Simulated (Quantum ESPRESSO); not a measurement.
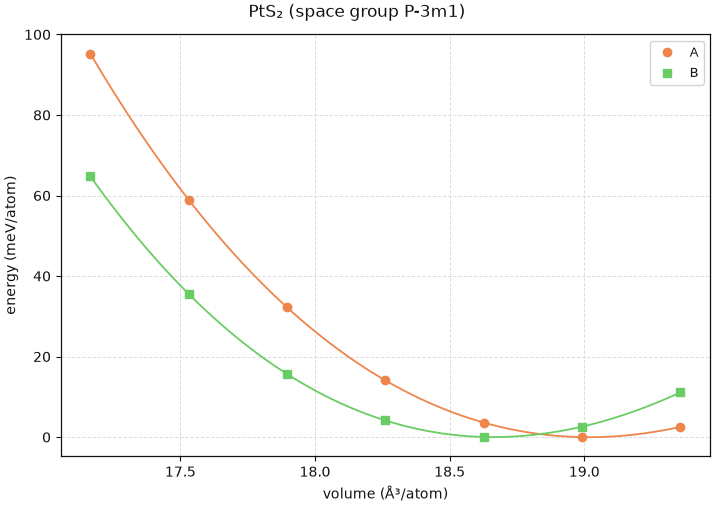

Plotted: energy against volume, with one curve for each functional, for PtS₂ (space group P-3m1). The labels are replaced by letters. In alphabetical order the cases are: LDA; PBEsol.

Computed with Quantum ESPRESSO 7.5: plane-wave DFT, no spin polarisation; energies at scaled volumes of the given cell, shape and fractions fixed, counted from the fit's minimum, third-order Birch-Murnaghan fit. All runs: no spin polarisation.

k mesh 9×9×5; occupations Fermi–Dirac; smearing width 0.05 eV.

### Which letter stands for which functional?

A: PBEsol; B: LDA.

Keep in mind: spin-orbit coupling left out, heavy elements; shape and atomic fractions are frozen while scaling, which makes layered, chain and framework solids too stiff.
